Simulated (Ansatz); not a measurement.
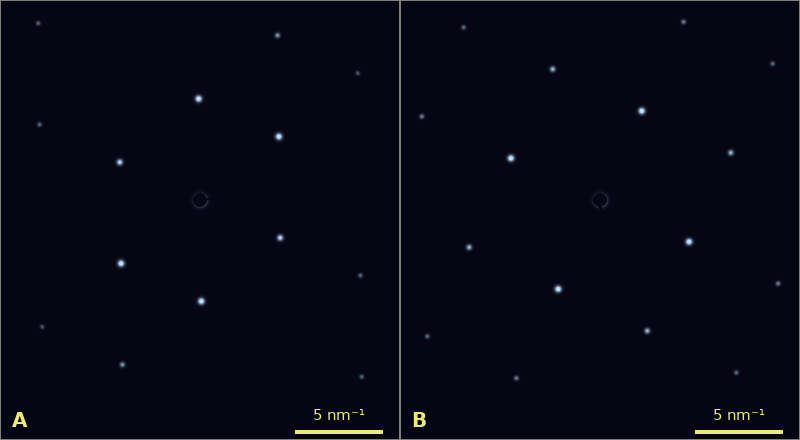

Kinematic electron diffraction patterns (200 kV, B = 0.5 Å², same scale, each along a low-index zone) of two structures of composition Be, each relaxed at zero pressure with Ansatz, DFT PBE, scalar-relativistic, plane waves, PAW.

The structures (standard cells):
1. Im-3m (No. 229), a = 2.500 Å, 2 atoms; generated start, possibly hypothetical
2. P6_3/mmc (No. 194), a = 2.265 Å, c = 3.561 Å (hexagonal axes), 2 atoms; generated start, possibly hypothetical

**Which pattern belongs to which structure, and along which zone?**

A is structure 2 along [101] or an equivalent direction: centred rectangular net of 0 1 0 at d = 1.96 Å and 1 0 -1 at d = 1.72 Å, 64.0° apart (some points of this net are extinct or too weak to see). B is structure 1 along [001] or an equivalent direction: square net of 1 -1 0 at d = 1.77 Å and 1 1 0 at d = 1.77 Å, 90.0° apart.

**Rank the structures by their computed energy.**

Structure 2 (P6_3/mmc, 7.91 Å³ an atom) is the lowest of these; structure 1 (Im-3m, 7.81 Å³ an atom) lies about 100 meV an atom higher. These are static energies at 0 K; other structures, not shown, may lie lower still.
